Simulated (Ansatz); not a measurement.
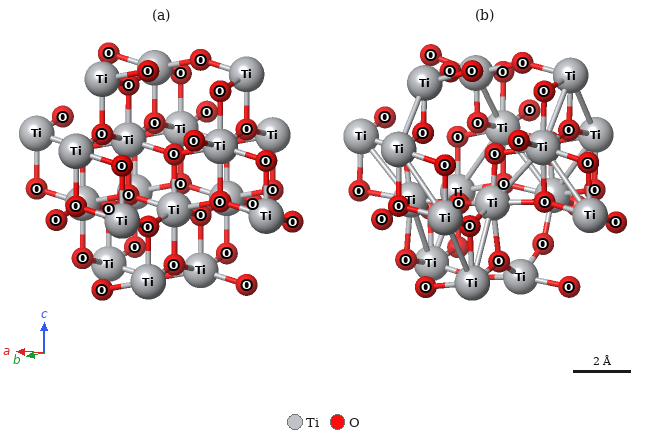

Left: perfect TiO₂. Right: the same region with a pair of point defects, after relaxing the atoms in a supercell of 108 sites. Style: ball-and-stick. Shown: the atoms within 5.2 Å of one point, from a free direction.

The calculation used DFT, PBEsol, PAW, plane waves (Ansatz 0.2.0). (plane-wave cutoff 420 eV; k-point mesh 1 × 1 × 1; mesh shifted by (0.25, 0.25, 0.25); collinear spin) Fermi-Dirac smearing of 0.01 eV. The axes drawn are those of the host's conventional cell.

Which defect is it?

Answer. A titanium atom is taken out (a vacancy) and an oxygen atom is taken out (a vacancy), the two sites 3.9 Å apart.

The charge state of the cell is 0.

What does the relaxation do around it?

Answer. Around the empty Ti site the host had 6 O at 1.93 to 1.98 Å; after relaxation the nearest atoms are 5 O at 1.96 to 2.34 Å. Around the empty O site the host had 3 Ti at 1.93 to 1.98 Å; after relaxation the nearest atoms are 1 O at 1.83 Å, 1 Ti at 2.16 Å. Of the host's atoms, an oxygen atom moves furthest from its site, by 0.63 Å. The cell's net moment is 2.00 μB.
